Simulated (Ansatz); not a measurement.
# Zr2B: one candidate of a structure search, part 2 of 2

The task: take a trial cell of Zr2B to zero force and stress.

Ansatz 0.2.0; DFT PBE, scalar-relativistic, plane waves, PAW.

## 4. Spin check on a coarse mesh

input.yaml reads:

```yaml
crystal:
  lattice:
    - [3.7825105921, 0.0, 0.0]
    - [0.0, 3.7825105921, 0.0]
    - [0.0, 0.0, 7.011733119]
  atoms:
    - { symbol: Zr, position: [0.5, 0.0, 0.3694067127], spin: 1.0 }
    - { symbol: Zr, position: [0.0, 0.5, 0.6305932873], spin: 1.0 }
    - { symbol: Zr, position: [0.5, 0.5, 0.0], spin: 1.0 }
    - { symbol: Zr, position: [0.0, 0.0, 0.0], spin: 1.0 }
    - { symbol: B, position: [0.0, 0.5, 0.2716781536] }
    - { symbol: B, position: [0.5, 0.0, 0.7283218464] }
basis:
  ecutwfc: 420
kpoints:
  mp_grid: { grid: [4, 4, 4] }
hamiltonian:
  xc: pbe
scf:
  occupations: { method: gaussian, width: 0.1 }
  lower_state_search: "off"
output:
  forces: true
  stress: true
  eigenvalues: true
  populations: true
magnetization:
  spin_polarized: true
```

The run is started by

```
$ ansatz run input.yaml --threads 1 --pin off --max-ram 2560MiB --backend cpu --events-out ev --progress --plain --runs-dir out
```

Output, cut to the lines that bear on the results:

```text
[...]
SCF converged after 18 iterations
Magnetization: -0.0001 μB (26.9999 up, 27.0001 down)
Absolute magnetization: 0.0001 μB (∫|ρ↑−ρ↓|, with the PAW one-centre terms)
Spin contamination: 0.0000 ħ² per cell (⟨S²⟩ above its minimum at these occupations)
Per-site moments (μB) at R_I (Å): [(-1.2880447172732893e-5, 1.0381045660732737), (-1.288044717254448e-5, 1.0381045660732737), (-1.0186562207439313e-5, 1.1032885419533396), (-1.0186562207569269e-5, 1.1032885419533396), (-1.0487827149472352e-6, 1.0381045660732737), (-1.0487827150465905e-6, [...]
Free energy (F): -17047.906157 eV
[...]
E sigma→0 (E₀):  -17047.884213 eV
Entropy (-TS):   -0.043887 eV (-7.314 meV/atom)
Fermi energy:    13.959771 eV
[...]
--- Forces (eV/Å), atoms counted from 1 ---
  atom   1  Zr     0.00000000     0.00000000    -0.00245669
  atom   2  Zr    -0.00000000     0.00000000     0.00245669
  atom   3  Zr     0.00000000     0.00000000    -0.00000000
  atom   4  Zr    -0.00000000     0.00000000     0.00000000
  atom   5  B     -0.00000000     0.00000000    -0.04723569
  atom   6  B      0.00000000     0.00000000     0.04723569
[...]
--- Stress (GPa, compression-positive) ---
        0.418050       0.000000      -0.000000
        0.000000       0.418050      -0.000000
       -0.000000      -0.000000       0.783930
  P = ⅓ Tr σ = 0.5400 GPa (5.400 kbar)
--- Band table (eV; the first three rows and the last of 36) ---
[...]
--- Löwdin populations: 6 sites ---
  site symbol       q [e]    m [muB]
     0     Zr     11.3808    -0.0000
     1     Zr     11.3808    -0.0000
     2     Zr     11.7343    -0.0000
     3     Zr     11.7343    -0.0000
     4      B      3.7883    -0.0000
     5      B      3.7883    -0.0000
  spilling = 0.003578 (of n_electrons = 54.000000)
```

It took 18 s on 1 thread of Intel Xeon Platinum 8259CL at 2.50GHz (Skylake/Cascade Lake), shared host; peak memory 0.47 GiB.

Site by site:

```
atom  Löwdin electrons
 Zr1             11.38
 Zr2             11.38
 Zr3             11.73
 Zr4             11.73
  B5              3.79
  B6              3.79
```

The Löwdin counts miss 0.19 of the 54 electrons, which the atomic orbitals do not span, so they are no charges.

The same cell is solved with trial moments on Zr. The largest site moment that stays is 0.00 μB and the cell's total 0.00 μB. The workflow keeps spin only above 0.25 μB on a site, so the next run goes without spin.

## 5. Final relaxation

The end of the coarse run is made exact in the group found at a tolerance of 0.06 Å and reduced to its primitive cell.

input.yaml reads:

```yaml
crystal:
  lattice:
    - [3.7825105921, 0.0, 0.0]
    - [0.0, 3.7825105921, 0.0]
    - [0.0, 0.0, 7.011733119]
  atoms:
    - { symbol: Zr, position: [0.5, 0.0, 0.3694067127] }
    - { symbol: Zr, position: [0.0, 0.5, 0.6305932873] }
    - { symbol: Zr, position: [0.5, 0.5, 0.0] }
    - { symbol: Zr, position: [0.0, 0.0, 0.0] }
    - { symbol: B, position: [0.0, 0.5, 0.2716781536] }
    - { symbol: B, position: [0.5, 0.0, 0.7283218464] }
basis:
  ecutwfc: 420
kpoints:
  mp_grid: { grid: [10, 10, 6] }
hamiltonian:
  xc: pbe
scf:
  occupations: { method: gaussian, width: 0.1 }
output:
  forces: true
  stress: true
  eigenvalues: true
relax:
  adjacent_minimum: "off"
  f_tol: 0.01
  max_steps: 80
  cell: { stress_tol: 0.05 }
```

The run is started by

```
$ ansatz run input.yaml --threads 1 --pin off --max-ram 2560MiB --backend cpu --events-out ev --progress --plain --runs-dir out
```

Output:

```text
Warning: RAYON_NUM_THREADS=1 ignored (pool sized by the plan → 1); use --threads N
[... 9 set-up lines as earlier in the session ...]
Crystal: 6 atoms, lattice volume = 100.320 Å³
Basis set: ecut = 420 eV, 1959 PW (Γ), exchange–correlation on 54×54×96 points (8 copies of the dense FFT grid, shifted against one another)
Bands: 33, of which v1, the nominal top of the filled ones, is band 27 counted from 1 (26 counted from 0)
[... 1 set-up line as earlier in the session ...]
Space group: P4/nmm (ITA 129), of the structure as read, at distance tolerance 4.6e-5 Å
k-points: 84 of 600
[... 8 set-up lines as earlier in the session ...]
SCF iter   1: F=—  HF=-17047.983534 eV  |F-HF|=—  |Δ(HF+E_count)|=         —  Δρ=7.94e-3  dr2=3.77e-1  ethr=1.77e-3  ⟨swp⟩=4.7  Hψ=11110  notcnv=0
preconditioner: auto → Kerker (q_TF=auto, 2.461 Å⁻¹)  [metal: Δε(μ)=0.011 eV  Ē_g=4.134 eV  σ=0.100 eV  W_gap=0.06  n_scr=28 (ndim 8)  ℏωp=17.4 eV  f_vac=0.000  D(μ)=5.85/eV (n_scr^D=54)]
SCF iter   2: F=—  HF=-17047.955190 eV  |F-HF|=—  |Δ(HF+E_count)|=   2.83e-2  Δρ=3.15e-3  dr2=2.64e-2  ethr=6.98e-4  ⟨swp⟩=1.0  Hψ=3444  notcnv=0  defer=1
SCF iter   3: F=—  HF=-17047.951837 eV  |F-HF|=—  |Δ(HF+E_count)|=   3.35e-3  Δρ=1.46e-3  dr2=4.94e-3  ethr=4.90e-5  ⟨swp⟩=1.0  Hψ=2694  notcnv=0  defer=1
SCF iter   4: F=—  HF=-17047.950803 eV  |F-HF|=—  |Δ(HF+E_count)|=   1.03e-3  Δρ=2.29e-4  dr2=7.59e-5  ethr=9.15e-6  ⟨swp⟩=2.0  Hψ=3434  notcnv=0  defer=1
SCF iter   5: F=—  HF=-17047.950794 eV  |F-HF|=—  |Δ(HF+E_count)|=   9.21e-6  Δρ=6.99e-5  dr2=6.67e-6  ethr=1.41e-7  ⟨swp⟩=2.1  Hψ=4127  notcnv=0  defer=1
SCF iter   6: F=—  HF=-17047.950793 eV  |F-HF|=—  |Δ(HF+E_count)|=   3.65e-7  Δρ=1.61e-5  dr2=2.71e-7  ethr=1.24e-8  ⟨swp⟩=2.0  Hψ=4294  notcnv=0  defer=1
SCF iter   7: F=-17047.950793 eV  HF=-17047.950793 eV  |F-HF|=1.15e-8  |Δ(HF+E_count)|=   8.67e-9  Δρ=3.19e-6  dr2=1.92e-8  ethr=1.85e-10  ⟨swp⟩=8.2  Hψ=11162  notcnv=0
SCF 1 converged in 7 iterations: F = -17047.950793 eV  dr2 = 1.92e-8
relax step   1: F+E_penalty+E_count = -17047.95079318 eV  Δ(F+E_penalty+E_count) = +0.000e0 eV  max|allowed force component| = 2.503e-2 eV/Å  Δτ_max = 0.0000 Å  P = +0.088 GPa  Ω = 100.320 Å³  (7 SCF iters, dr2 threshold 1.00e-7 eV, accepted)
Crystal: 6 atoms, lattice volume = 100.576 Å³
Basis set: ecut = 420 eV, 1975 PW (Γ), exchange–correlation on 54×54×96 points (8 copies of the dense FFT grid, shifted against one another)
[... 2 set-up lines as earlier in the session ...]
iter 1 solved again at ethr=3.89e-6 eV; its pass at ethr=3.10e-3 eV (dr2=2.10e-3 eV) is discarded
SCF iter   1: F=—  HF=-17047.952895 eV  |F-HF|=—  |Δ(HF+E_count)|=         —  Δρ=1.11e-3  dr2=2.10e-3  ethr=3.89e-6  ⟨swp⟩=1.6  Hψ=14292  notcnv=0
preconditioner: auto → Kerker (q_TF=auto, 2.460 Å⁻¹)  [metal: Δε(μ)=0.000 eV  Ē_g=4.137 eV  σ=0.100 eV  W_gap=0.00  n_scr=28 (ndim 8)  ℏωp=17.4 eV  f_vac=0.000  D(μ)=5.63/eV (n_scr^D=54)]
SCF iter   2: F=—  HF=-17047.952560 eV  |F-HF|=—  |Δ(HF+E_count)|=   3.35e-4  Δρ=6.24e-4  dr2=7.08e-4  ethr=3.89e-6  ⟨swp⟩=1.4  Hψ=2822  notcnv=0
SCF iter   3: F=—  HF=-17047.952414 eV  |F-HF|=—  |Δ(HF+E_count)|=   1.46e-4  Δρ=1.51e-4  dr2=4.46e-5  ethr=1.31e-6  ⟨swp⟩=2.2  Hψ=3567  notcnv=0
SCF iter   4: F=—  HF=-17047.952415 eV  |F-HF|=—  |Δ(HF+E_count)|=   9.35e-7  Δρ=2.86e-5  dr2=1.06e-6  ethr=8.26e-8  ⟨swp⟩=2.0  Hψ=3649  notcnv=0
SCF iter   5: F=-17047.952415 eV  HF=-17047.952415 eV  |F-HF|=4.43e-8  |Δ(HF+E_count)|=   5.59e-8  Δρ=5.79e-6  dr2=6.84e-8  ethr=1.11e-9  ⟨swp⟩=5.2  Hψ=9887  notcnv=0
SCF 2 converged in 5 iterations: F = -17047.952415 eV  dr2 = 6.84e-8
relax step   2: F+E_penalty+E_count = -17047.95241462 eV  Δ(F+E_penalty+E_count) = -1.621e-3 eV  max|allowed force component| = 4.478e-2 eV/Å  Δτ_max = 0.0078 Å  P = -0.306 GPa  Ω = 100.576 Å³  energy of the carried Pulay correction = -9.969e-5 eV  (5 SCF iters, dr2 threshold 6.00e-7 eV, accepted)
Crystal: 6 atoms, lattice volume = 100.348 Å³
iter 1 solved again at ethr=1.74e-5 eV; its pass at ethr=3.10e-3 eV (dr2=9.39e-3 eV) is discarded
SCF iter   1: F=—  HF=-17047.952767 eV  |F-HF|=—  |Δ(HF+E_count)|=         —  Δρ=1.28e-3  dr2=9.25e-3  ethr=1.74e-5  ⟨swp⟩=1.1  Hψ=11614  notcnv=0
preconditioner: auto → Kerker (q_TF=auto, 2.461 Å⁻¹)  [metal: Δε(μ)=0.012 eV  Ē_g=4.145 eV  σ=0.100 eV  W_gap=0.07  n_scr=28 (ndim 8)  ℏωp=17.4 eV  f_vac=0.000  D(μ)=5.52/eV (n_scr^D=54)]
SCF iter   2: F=—  HF=-17047.952035 eV  |F-HF|=—  |Δ(HF+E_count)|=   7.32e-4  Δρ=5.19e-4  dr2=7.35e-4  ethr=1.71e-5  ⟨swp⟩=1.0  Hψ=2777  notcnv=0
SCF iter   3: F=—  HF=-17047.951952 eV  |F-HF|=—  |Δ(HF+E_count)|=   8.30e-5  Δρ=2.35e-4  dr2=1.02e-4  ethr=1.36e-6  ⟨swp⟩=1.0  Hψ=2775  notcnv=0
SCF iter   4: F=—  HF=-17047.951934 eV  |F-HF|=—  |Δ(HF+E_count)|=   1.81e-5  Δρ=3.12e-5  dr2=1.19e-6  ethr=1.88e-7  ⟨swp⟩=2.1  Hψ=3573  notcnv=0
SCF iter   5: F=-17047.951934 eV  HF=-17047.951934 eV  |F-HF|=2.17e-8  |Δ(HF+E_count)|=   2.25e-8  Δρ=6.88e-6  dr2=5.95e-8  ethr=7.15e-10  ⟨swp⟩=5.5  Hψ=12033  notcnv=0
SCF 3 converged in 5 iterations: F = -17047.951934 eV  dr2 = 5.95e-8
relax step   3: F+E_penalty+E_count = -17047.95193363 eV  Δ(F+E_penalty+E_count) = +4.810e-4 eV  max|allowed force component| = 1.094e-1 eV/Å  Δτ_max = 0.0132 Å  P = +0.036 GPa  Ω = 100.348 Å³  energy of the carried Pulay correction = -1.104e-5 eV  (5 SCF iters, dr2 threshold 3.86e-7 eV, rejected (line search))
Crystal: 6 atoms, lattice volume = 100.370 Å³
iter 1 solved again at ethr=7.76e-6 eV; its pass at ethr=3.10e-3 eV (dr2=4.19e-3 eV) is discarded
SCF iter   1: F=—  HF=-17047.953347 eV  |F-HF|=—  |Δ(HF+E_count)|=         —  Δρ=8.53e-4  dr2=4.17e-3  ethr=7.76e-6  ⟨swp⟩=1.1  Hψ=11437  notcnv=0
preconditioner: auto → Kerker (q_TF=auto, 2.460 Å⁻¹)  [metal: Δε(μ)=0.009 eV  Ē_g=4.145 eV  σ=0.100 eV  W_gap=0.05  n_scr=28 (ndim 8)  ℏωp=17.4 eV  f_vac=0.000  D(μ)=5.66/eV (n_scr^D=54)]
SCF iter   2: F=—  HF=-17047.953017 eV  |F-HF|=—  |Δ(HF+E_count)|=   3.31e-4  Δρ=3.51e-4  dr2=3.53e-4  ethr=7.73e-6  ⟨swp⟩=1.0  Hψ=2777  notcnv=0
SCF iter   3: F=—  HF=-17047.952975 eV  |F-HF|=—  |Δ(HF+E_count)|=   4.19e-5  Δρ=1.56e-4  dr2=4.75e-5  ethr=6.54e-7  ⟨swp⟩=1.1  Hψ=2777  notcnv=0
SCF iter   4: F=—  HF=-17047.952973 eV  |F-HF|=—  |Δ(HF+E_count)|=   2.10e-6  Δρ=2.11e-5  dr2=5.66e-7  ethr=8.79e-8  ⟨swp⟩=2.1  Hψ=3581  notcnv=0
SCF iter   5: F=—  HF=-17047.952973 eV  |F-HF|=—  |Δ(HF+E_count)|=   5.75e-9  Δρ=6.01e-6  dr2=4.79e-8  ethr=1.05e-9  ⟨swp⟩=2.0  Hψ=3685  notcnv=0
SCF iter   6: F=—  HF=-17047.952973 eV  |F-HF|=—  |Δ(HF+E_count)|=   4.70e-9  Δρ=1.56e-6  dr2=3.23e-9  ethr=8.87e-11  ⟨swp⟩=2.0  Hψ=3646  notcnv=0
SCF iter   7: F=—  HF=-17047.952973 eV  |F-HF|=—  |Δ(HF+E_count)|=  1.89e-10  Δρ=2.93e-7  dr2=9.53e-11  ethr=5.99e-12  ⟨swp⟩=2.1  Hψ=3431  notcnv=0
SCF iter   8: F=-17047.952973 eV  HF=-17047.952973 eV  |F-HF|=1.09e-11  |Δ(HF+E_count)|=  3.64e-12  Δρ=6.31e-8  dr2=1.00e-11  ethr=1.00e-12  ⟨swp⟩=3.7  Hψ=8048  notcnv=0
SCF 4 converged in 8 iterations: F = -17047.952973 eV  dr2 = 1.00e-11
relax step   4: F+E_penalty+E_count = -17047.95297264 eV  Δ(F+E_penalty+E_count) = -5.580e-4 eV  max|allowed force component| = 2.700e-3 eV/Å  Δτ_max = 0.0047 Å  P = -0.020 GPa  Ω = 100.370 Å³  energy of the carried Pulay correction = -1.975e-5 eV  (8 SCF iters, accepted)
Initial wavefunctions: pseudopotential atomic-orbital guess (no wavefunctions were taken with the density)
iter 1 solved again at ethr=2.72e-8 eV; its pass at ethr=3.10e-3 eV (dr2=1.47e-5 eV) is discarded
SCF iter   1: F=—  HF=-17047.952999 eV  |F-HF|=—  |Δ(HF+E_count)|=         —  Δρ=1.35e-5  dr2=1.58e-8  ethr=2.72e-8  ⟨swp⟩=3.0  Hψ=19180  notcnv=0
preconditioner: auto → Kerker (q_TF=auto, 2.460 Å⁻¹)  [metal: Δε(μ)=0.005 eV  Ē_g=4.145 eV  σ=0.100 eV  W_gap=0.03  n_scr=28 (ndim 8)  ℏωp=17.4 eV  f_vac=0.000  D(μ)=5.63/eV (n_scr^D=54)]
SCF iter   2: F=—  HF=-17047.953008 eV  |F-HF|=—  |Δ(HF+E_count)|=   8.55e-6  Δρ=7.14e-6  dr2=4.49e-9  ethr=2.92e-11  ⟨swp⟩=2.1  Hψ=5082  notcnv=0
SCF iter   3: F=—  HF=-17047.953008 eV  |F-HF|=—  |Δ(HF+E_count)|=   5.28e-8  Δρ=3.68e-7  dr2=8.15e-11  ethr=8.31e-12  ⟨swp⟩=2.1  Hψ=4557  notcnv=0
SCF iter   4: F=-17047.953008 eV  HF=-17047.953008 eV  |F-HF|=1.09e-11  |Δ(HF+E_count)|=  3.27e-11  Δρ=1.39e-7  dr2=4.11e-12  ethr=1.00e-12  ⟨swp⟩=5.3  Hψ=9341  notcnv=0
SCF 5 converged in 4 iterations: F = -17047.953008 eV  dr2 = 4.11e-12
relax step   5: F+E_penalty+E_count = -17047.95300783 eV  Δ(F+E_penalty+E_count) = -3.519e-5 eV  max|allowed force component| = 2.765e-3 eV/Å  Δτ_max = 0.0000 Å  P = -0.020 GPa  Ω = 100.370 Å³  stress off target by 3.12e-2 GPa  SCF on the basis re-selected at this cell (its energy is not comparable with the rows above)  (4 SCF iters)
basis re-selected at this cell: Δ(F+E_penalty+E_count) = -3.519e-5 eV, ΔP = +0.000 GPa vs the last step (what re-selecting the basis moved, of the pressure what is left beyond the Pulay correction that the steps carried, after the strain that the cell walked since its last selection, with what the two solves' SCF thresholds leave and, on support functions, any second-order correction that the steps lacked; it is no measure of the basis error at this ecutwfc). This SCF's stress stands 3.12e-2 GPa from its target on what of the cell is left free (relax.cell.stress_tol is 5.00e-2 GPa) and its largest allowed force component is 2.76e-3 eV/Å (relax.f_tol is 1.00e-2 eV/Å): within both
SCF converged after 4 iterations
Free energy (F): -17047.953008 eV
Harris-Foulkes:  -17047.953008 eV  (|F-HF|=1.09e-11)
Internal energy: -17047.924879 eV  (E = F + TS)
E sigma→0 (E₀):  -17047.938943 eV
Entropy (-TS):   -0.028129 eV (-4.688 meV/atom)
Fermi energy:    13.966656 eV
--- Per-component energies (eV) ---
  E_band       = -316.273383
  E_kinetic    = 1427.954944
  E_local      = -2601.333525  (includes V_loc(G=0)·N_el)
  E_nonlocal   = 344.260875
  E_hartree    = 840.849172
  E_xc         = -711.800626
  E_vxc        = -841.464816  (∫ρ·V_xc dr)
  E_paw        = -11973.587967  (= ΣΔE_a)
  E_vpaw       = -327.389302  (= ΣTr[D̂ρ^β])
  E_aug_tail   = 0.000095  (compensation charges beyond the density's cutoff)
  E_ewald      = -4374.267846
  E_smearing   = -0.028129  (= −TS)
  E_closure    = 0.000000  (closes the sum)
  Σ components = -17047.953008   (vs F -17047.953008, Δ=0.00e0)
--- Forces (eV/Å), atoms counted from 1 ---
  atom   1  Zr    -0.00000000    -0.00000000    -0.00081028
  atom   2  Zr     0.00000000     0.00000000     0.00081028
  atom   3  Zr     0.00000000     0.00000000     0.00000000
  atom   4  Zr    -0.00000000    -0.00000000    -0.00000000
  atom   5  B      0.00000000     0.00000000    -0.00276473
  atom   6  B     -0.00000000    -0.00000000     0.00276473
  max |Σ_I F_I| component: 2.82e-17 eV/Å
--- Stress (GPa, compression-positive) ---
       -0.031188      -0.000000       0.000000
       -0.000000      -0.031188       0.000000
        0.000000       0.000000       0.003155
  P = ⅓ Tr σ = -0.0197 GPa (-0.197 kbar)
--- Band table (eV; the first three rows and the last of 84) ---
  k-point 0: bands = ["-34.5287", "-34.4420", "-34.2610", "-33.5670", "-13.1307", "-13.1307", "-12.6879", "-12.6271", "-12.5642", "-12.5642", "-12.3492", "-12.3492", "-12.0300", "-11.6464", "-11.1270", "-11.1270", "6.1387", "7.5488", "10.3255", "10.3393", "12.0420", "12.0420", "12.0864", "12.5420", "12.8469", "13.7205", "15.0126", "15.0126", "15.1743", "15.1743", "15.2553", "15.7900", "16.1136"]
  k-point 1: bands = ["-34.5269", "-34.4447", "-34.2601", "-33.5670", "-13.1296", "-13.1296", "-12.7436", "-12.5689", "-12.5689", "-12.5535", "-12.3455", "-12.3455", "-12.0485", "-11.6464", "-11.1271", "-11.1271", "6.2356", "7.4812", "10.0135", "10.4316", "12.0885", "12.0934", "12.0934", "12.6065", "12.9998", "13.8130", "14.7906", "14.7906", "15.0189", "15.2117", "15.2117", "15.7652", "16.2416"]
  k-point 2: bands = ["-34.5229", "-34.4503", "-34.2584", "-33.5670", "-13.1273", "-13.1273", "-12.7938", "-12.5779", "-12.5779", "-12.4600", "-12.3385", "-12.3385", "-12.0932", "-11.6464", "-11.1273", "-11.1273", "6.5063", "7.2530", "9.7609", "10.2927", "12.0927", "12.2114", "12.2114", "12.7620", "13.3432", "13.8890", "14.3974", "14.3974", "14.5885", "15.3021", "15.3021", "15.7178", "16.6859"]
  k-point 83: bands = ["-34.4694", "-34.4694", "-33.9104", "-33.9104", "-13.5406", "-13.5406", "-12.7692", "-12.7692", "-12.4671", "-12.4671", "-12.3976", "-12.3976", "-11.9124", "-11.9124", "-10.8913", "-10.8913", "7.7533", "7.7533", "11.1542", "11.1542", "12.2612", "12.2612", "13.0420", "13.0420", "13.5379", "13.5379", "13.6349", "13.6349", "13.6926", "13.6926", "17.3768", "17.3768", "17.6236"]
--- Relaxed structure (4 steps of the walk, 3 accepted, 1 SCFs on fresh bases) ---
  F+E_penalty+E_count = -17047.95300783 eV   max|allowed force component| = 2.765e-3 eV/Å   (the final SCF, on the basis selected at the relaxed cell)
  cell:  # Å, volume = 100.3703 Å³
    - [3.7707469490805146, 1.175853837265966e-34, -2.8416467733927516e-34]
    - [1.175853837265966e-34, 3.7707469490805146, 1.5678051163546214e-34]
    - [-6.7207701614457335e-34, 2.90627898873329e-34, 7.059118268443718]
  atoms:
    - { symbol: Zr, position: [0.5, 7.027566728329179e-35, 0.3686680314735238] }
    - { symbol: Zr, position: [-1.1840786959241426e-34, 0.5, 0.6313319685264762] }
    - { symbol: Zr, position: [0.5, 0.5, 4.291757097757639e-34] }
    - { symbol: Zr, position: [-8.817607310073403e-35, 1.0607647891817627e-36, -2.643722372218706e-34] }
    - { symbol: B, position: [1.9663927279456927e-34, 0.5, 0.2734584971706948] }
    - { symbol: B, position: [0.5, -5.701610741851975e-35, 0.7265415028293051] }
```

Wall time 96 s (1 thread of Intel Xeon Platinum 8259CL at 2.50GHz (Skylake/Cascade Lake), shared host); peak memory 0.55 GiB.

The steps of the relaxation:

| step | energy from step 1 (eV/cell) | largest force component (eV/Å) | pressure (GPa) | volume (Å³) |
| --- | --- | --- | --- | --- |
| 1 | 0.0000 | 0.0250 | 0.09 | 100.32 |
| 2 | -0.0016 | 0.0448 | -0.31 | 100.58 |
| 3 | -0.0011 | 0.1094 | 0.04 | 100.35 |
| 4 | -0.0022 | 0.0027 | -0.02 | 100.37 |
| 5 | -0.0022 | 0.0028 | -0.02 | 100.37 |

Step 1 is the start. Step 5 repeats the geometry before it on a plane-wave basis chosen anew for that cell, so its energy need not be comparable with the rows above. Step 3 was tried and not accepted.

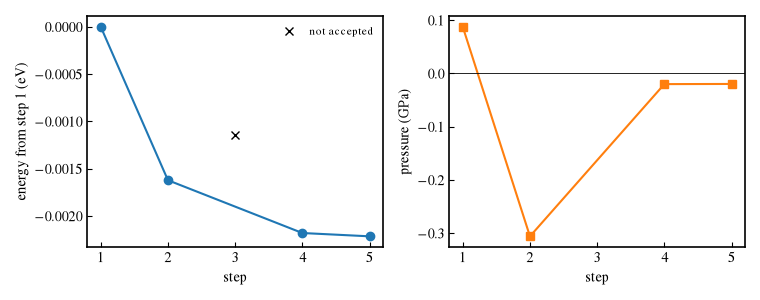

Energy and pressure along the relaxation.

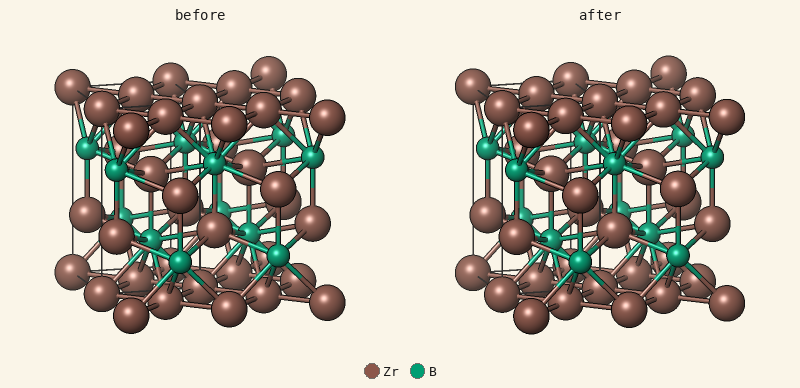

The structure before (left) and after (right) the relaxation, drawn at the same scale. The change is too small to see at this scale.

|  | before | after | change |
| --- | --- | --- | --- |
| a (Å) | 3.783 | 3.771 | -0.3 % |
| b (Å) | 3.783 | 3.771 | -0.3 % |
| c (Å) | 7.012 | 7.059 | +0.7 % |
| volume (Å³/atom) | 16.72 | 16.73 | +0.1 % |
| shortest distance (Å) | 2.517 | 2.526 | +0.4 % |
| space group (0.01 Å) | P4/nmm | P4/nmm | same |

The run keeps the 16 symmetry operations of the start, so it could not have lowered the symmetry.

## 6. Results

What follows sums up all 2 parts. Changes of volume or cell count from the first structure of part 1.

| quantity | value |
| --- | --- |
| symmetry at the end (tolerance 0.05 Å) | space group P4/nmm (No. 129) |
| conventional cell | a = 3.771 Å, b = 3.771 Å, c = 7.059 Å, α = 90.00°, β = 90.00°, γ = 90.00° |
| volume | 16.73 Å³/atom |
| energy over the elements | -0.13 eV/atom |
| gap on the mesh | none (metal) |

**Reading.** The space group P4/nmm (No. 129) is kept, and the volume per atom grows by 44.6 % from the first guess. A negative formation energy is needed for stability but isn't enough; other structures and compounds were not set against it here. No finished test with a distortion of lower symmetry is shown, so the end may be a saddle point. Other magnetic orders were not searched.
